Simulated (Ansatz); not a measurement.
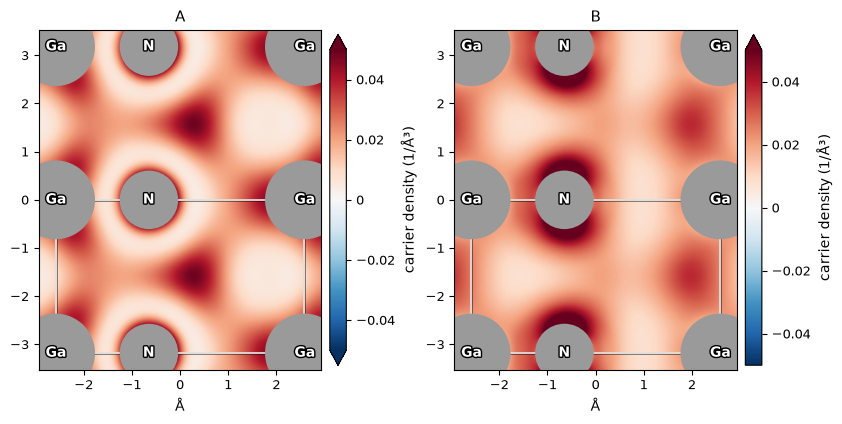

GaN, doped once with holes and once with electrons (0.2 e in the calculation's cell of 4 atoms, uniform background, atoms fixed). Each panel shows the carrier's density (positive where it sits) on the (11̄0) plane of the conventional cell; grey discs cover the cores. Cores are masked to 0.8 Å (Ga) and 0.6 Å (N).

Space group P6_3mc.

Theory: DFT r2SCAN, scalar-relativistic, plane waves, PAW in Ansatz.

Which panel shows the hole and which the electron?

Answer. A is the electron: outside the cores it is densest at the edge of the masked core of Ga; it divides as N about 60 % and Ga about 40 %. B is the hole: outside the cores it is densest at the edge of the masked core of N; it divides as N about 70 % and Ga about 30 %. Shares are sums over atomic cells sized by the Bader volumes, which fill 40 % (Ga) and 60 % (N) of the cell, so only an excess over these marks a preference; they are shares of the net change, screening included, and the band-edge orbitals themselves can be more concentrated.

Run times: 35 s (electron) and 35 s (hole), on 2 threads of Intel(R) Xeon(R) Platinum 8259CL CPU @ 2.50GHz (Skylake/Cascade Lake), on a shared host.
